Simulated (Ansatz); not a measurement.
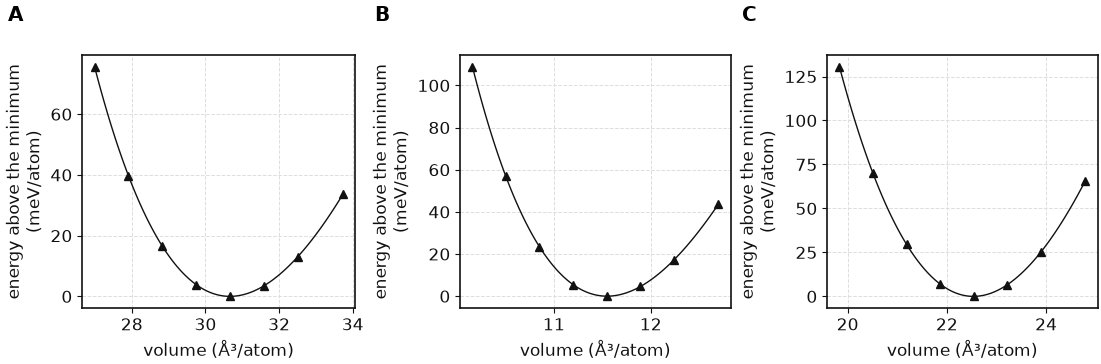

Each panel shows the energy above the minimum against volume for one of these solids: Hf, P6_3/mmc (No. 194); HgSe, F-43m (No. 216); ZrO₂, P4_2/nmc (No. 137).

Computed with Ansatz 0.2.0: third-order Birch-Murnaghan fit to density functional energies at scaled volumes of the given relaxed cell, shape and atoms relaxed at each volume; energies count from the fitted minimum; plane waves with PAW datasets, Γ-centred k mesh. Level: PBE, no spin polarisation.

Match the panels to the solids.

Answer. A is HgSe (energy above the minimum from 0.0 meV/atom to 75.6 meV/atom, V0 30.66 Å³/atom, B0 42.5 GPa); B is ZrO₂ (energy above the minimum from −0.1 meV/atom to 108.9 meV/atom, V0 11.55 Å³/atom, B0 154 GPa); C is Hf (energy above the minimum from 0.0 meV/atom to 130.6 meV/atom, V0 22.53 Å³/atom, B0 107 GPa).

For HgSe, limits of the calculation: bands touch, and spin-orbit coupling could open a gap.
